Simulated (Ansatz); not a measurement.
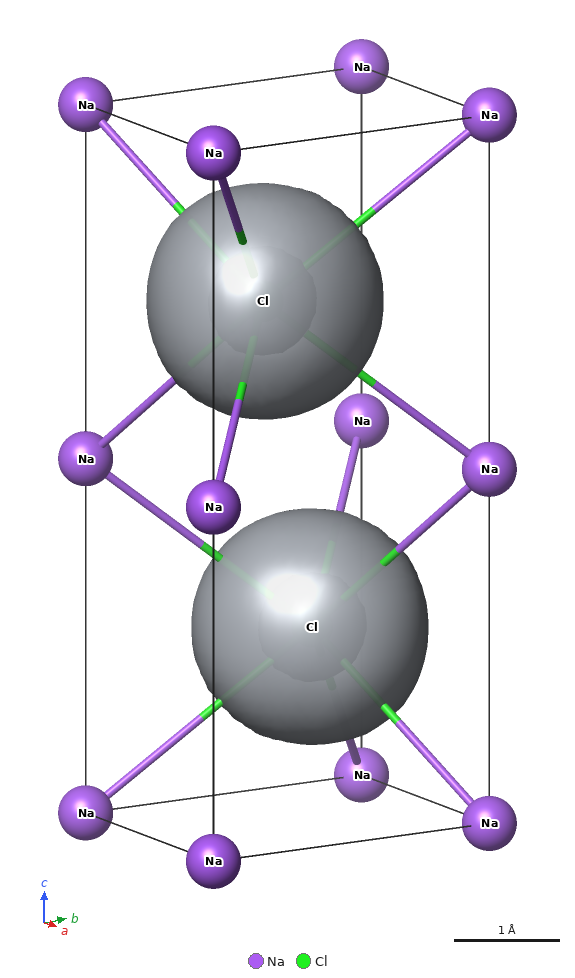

*NaCl. Isosurface of the ELF at 0.8 (grey), seen slightly off an axis. Only the valence region is drawn (cores and ρ < 0.01 e/Å³ removed). Sticks mark near contacts.*

Space group P6₃/mmc; a structure generated by program, which may or may not match a known phase; changed on purpose from its base cell (the structure that the rattled cell fell into).

All numbers below come from Ansatz, DFT PBE, scalar-relativistic, plane waves, PAW.

In a PAW calculation such maps are meaningful between the atoms, not at the nuclei.

```yaml
crystal:
  lattice:
    - [3.95401, 0.00000, 0.00000]
    - [-1.97700, 3.42595, 0.00000]
    - [0.00000, 0.00000, 6.84296]
  atoms:
    - { symbol: Na, position: [0.00000, 0.00000, 0.00000] }
    - { symbol: Na, position: [0.00000, 0.00000, 0.50000] }
    - { symbol: Cl, position: [0.66661, 0.33322, 0.75000] }
    - { symbol: Cl, position: [0.33339, 0.66678, 0.25000] }
```

**What do the ELF domains correspond to?**

The surface consists of two regions wrapped around Cl (the valence shell of each), counted in one cell of 4 atoms. Any copies at cell faces, edges or corners count once. Along the contacts the grid gives the following. Na–Cl (2.85 Å): the ELF peaks at about 0.90 in the valence shell of Cl, 0.8 Å from its nucleus, and falls to about 0 next to Na; a largely ionic contact.

**Does the calculation make it a metal, or give it a gap?**

It is gapped, with a Kohn–Sham gap of 4.9 eV on the k-point mesh (the band edges may lie off the mesh, which would make the gap smaller).
